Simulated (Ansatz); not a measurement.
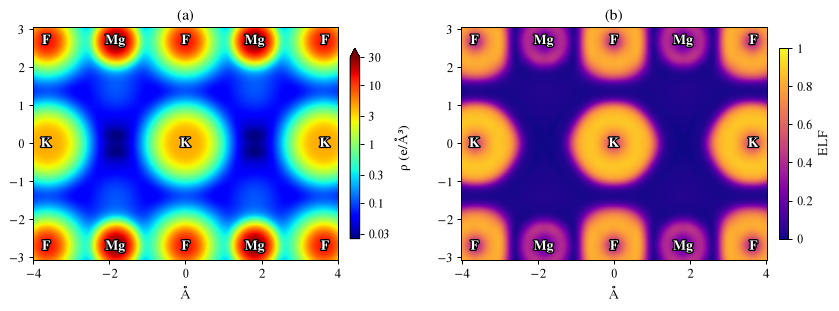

Figure. KMgF3. (a) valence pseudo-density; (b) ELF on the (110) plane of the conventional cell.

Space group P4/mmm; changed on purpose from its base cell (strain -0.040 along x and y, -0.080 along z, atoms carried along); computed pressure about 23 GPa in this cell.

These are results of DFT PBE, scalar-relativistic, plane waves, PAW (Ansatz 0.2.0), not measurements.

In a PAW calculation such maps are meaningful between the atoms, not at the nuclei.

```
K Mg F
1.0
     3.82646    0.00000    0.00000
     0.00000    3.82646    0.00000
     0.00000    0.00000    3.66703
K Mg F
1 1 3
Direct
  0.50000 0.50000 0.50000
  0.00000 0.00000 0.00000
  0.50000 0.00000 0.00000
  0.00000 0.50000 0.00000
  0.00000 0.00000 0.50000
```

**Describe what can be read from this map.**

The plane passes through K, Mg and F nuclei.
Mg–F (1.83 Å): the density is about 0.52 e/Å³ at the midpoint; the ELF peaks at about 0.85 in the valence shell of F, 0.6 Å from its nucleus, and is about 0.25 at the midpoint: a closed-shell, largely ionic contact.
K–F (2.71 Å): ρ is about 0.11 e/Å³ halfway; the ELF is about 0.05 at the midpoint: a closed-shell, largely ionic contact.
Between the atoms the lowest density in this plane is 0.02 e/Å³.
The features right at K lie inside the PAW spheres, where the map follows smoothed inner orbitals and isn't to be read closely.

**Does the calculation give a band gap?**

It is gapped, with a Kohn–Sham gap of 8.7 eV on the k-point mesh, an upper bound to the gap of this method.
